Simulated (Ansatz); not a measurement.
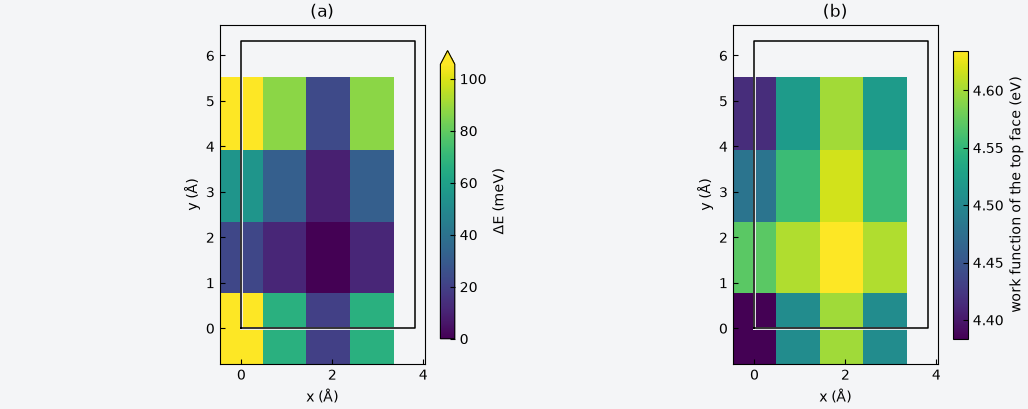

N₂ on a Si(100) slab cut from the P6_3/mmc phase, its upper half relaxed before the scan (16 atoms of substrate and one adsorbate in a 2 × 1 cell). N2 is moved over the surface cell at a fixed height above a rigid substrate; the origin of the map has the adsorbate above Si13; the height is held at 3.10 Å. Places are given modulo a cell vector. The map is drawn in real space over the plane of the surface. Grid: 4 × 4 points; 12 points were computed and 4 follow by symmetry. Places are given in fractions of the 1 × 1 surface cell. All energies are given in meV relative to the lowest grid point. At a fixed height the lowest place need not be the adsorption site. Theory: DFT PBE+D3(BJ), scalar-relativistic, plane waves, PAW (Ansatz). Settings: cutoff 420 eV, k-mesh 4×4×1, gaussian smearing 0.05 eV, no spin polarisation.

Panel (a) is the energy and panel (b) the computed work function of the top face on the same grid.

The picture shows one coloured cell a grid point, the outline of one cell of the plane, one colour for all values above the top of the scale.

**How does the work function of the top face vary over the map, and what is it at the lowest grid point?**

It runs from 4.38 eV at the top site over a surface Si atom, (0/4, 0/4) of the cell vectors to 4.63 eV at (2/4, 1/4) of the cell vectors. At the lowest grid point, (2/4, 1/4) of the cell vectors, it is 4.63 eV.

PAW datasets: the set soft_1.
